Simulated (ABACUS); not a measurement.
# Energy of Gd along an even scaling of the cell

System: Gd (Fm-3m, 1 atom in the cell).
Method: Kohn-Sham DFT of a periodic cell, PBE, PseudoDojo NC SR 0.4.1 PBE standard, lanthanides 3+ (f in core), spin-polarised (ABACUS 3.10.1).

The 7 runs differ only in the geometry, by an even scaling of the cell at fixed fractional positions. The structure derives from a Materials Project entry.

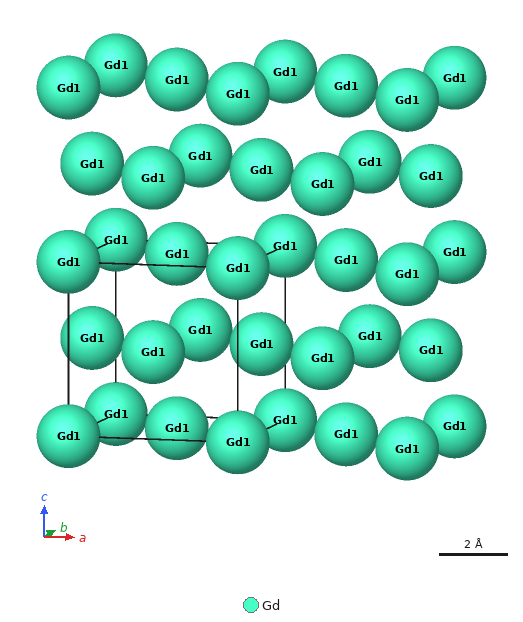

Figure 1. The structure of run 4 (spheres-only view of the cell 4 times as large as that of the calculation, set on its symmetry axes, repeated 2 × 1 × 2, seen slightly off an axis; atoms are numbered from 1 in the order of the input).

### Input file of run 4
```
INPUT_PARAMETERS
suffix              Gd
calculation         scf
basis_type          lcao
pseudo_dir          ./
orbital_dir         ./
symmetry            1
dft_functional      pbe
ecutwfc             100
pseudo_rcut         10
nspin               2
nbands              10
ks_solver           genelpa
smearing_method     fd
smearing_sigma      0.00367493
scf_thr             1e-07
scf_nmax            100
mixing_type         broyden
mixing_beta         0.4
cal_force           1
cal_stress          1
out_mul             1
```

### File STRU of run 4
```
ATOMIC_SPECIES
Gd 157.2500 Gd.upf

NUMERICAL_ORBITAL
Gd_confined-atom_8au_3s2p2d1f.orb

LATTICE_CONSTANT
1.8897261246

LATTICE_VECTORS
0.0000000000 2.5858190855 2.5858190855
2.5858190855 0.0000000000 2.5858190855
2.5858190855 2.5858190855 0.0000000000

ATOMIC_POSITIONS
Direct

Gd
0.0
1
0.0000000000 0.0000000000 0.0000000000 1 1 1 mag 0
```

### File KPT of run 4
```
K_POINTS
0
Gamma
9 9 9 0 0 0
```

Command:
```bash
OMP_NUM_THREADS=1 mpirun -np 4 abacus > log
```

Lattice vectors (Å) and fractional positions of run 4:
```
   0.000000    2.585819    2.585819
   2.585819    0.000000    2.585819
   2.585819    2.585819    0.000000
Gd  0.000000  0.000000  0.000000
```

Run 3 differs from it as follows:
```diff
-0.0000000000 2.5858190855 2.5858190855
-2.5858190855 0.0000000000 2.5858190855
-2.5858190855 2.5858190855 0.0000000000
+0.0000000000 2.5684640721 2.5684640721
+2.5684640721 0.0000000000 2.5684640721
+2.5684640721 2.5684640721 0.0000000000
```

### Results, with one run withheld

```csv
run,volume per atom (Å³),"free energy per atom, from the lowest run given (meV)",pressure (GPa)
1,32.505,0.00,−0.15
2,33.197,2.19,−0.86
3,33.888,?,?
4,34.580,15.15,−2.11
5,35.272,25.48,−2.67
6,35.963,38.17,−3.20
7,36.655,53.06,−3.69
```

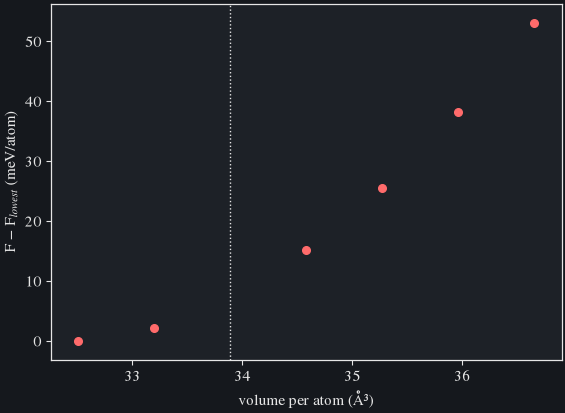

Figure 2. Free energy per atom of the runs given; the dotted line marks run 3.

Estimate the energy of run 3 from the others.

A cubic polynomial in V^(−2/3) (the Birch–Murnaghan form), fitted to the 6 runs given, misses them by at most 0.01 meV per atom. With x = V^(−2/3) − 0.09410 Å⁻², it reads F = 15.976 − 7462.1 x + 8.9795e+05 x² − 7.0785e+06 x³ (meV per atom). At run 3 it gives 7.31 meV per atom, and the run itself gives 7.32. The slope of the fit gives a pressure −dF/dV of −1.51 GPa there, and the run prints −1.51 GPa. The fit has no minimum inside this range.

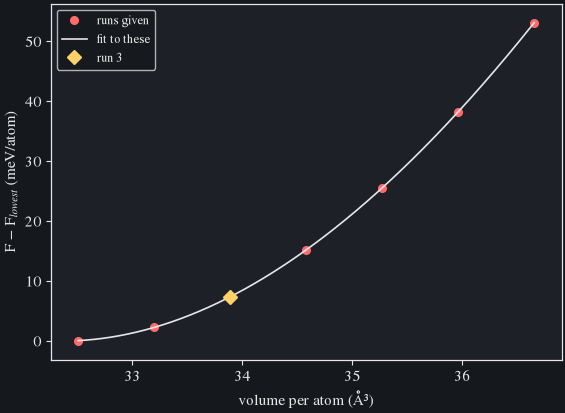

Figure 3. The fit and the withheld run.

### Some lines of the output (run 3)
```
[...]
 E_Fermi        0.7424792423         10.1019483420
 E_Fermi        0.7425320214         10.1026664389
 E_Fermi        0.7425366608         10.1027295603
 E_Fermi        0.7425354505         10.1027130934
 E_Fermi        0.7425353407         10.1027115998
 E_Fermi        0.7425346270         10.1027018892
 E_Fermi        0.7425346060         10.1027016034
 E_Fermi        0.7425345898         10.1027013840
 E_KS(sigma->0) -83.2017368631       -1132.0177048343
 E_Fermi        0.7425345985         10.1027015016
 final etot is -1132.024864 eV
 EFERMI = 10.102701502 eV
 TOTAL-PRESSURE: -15.064404 KBAR
 !FINAL_ETOT_IS -1132.0248640277145569 eV
```

Notes: Points of doubt noted for this run: f electrons in core; home made orbitals.
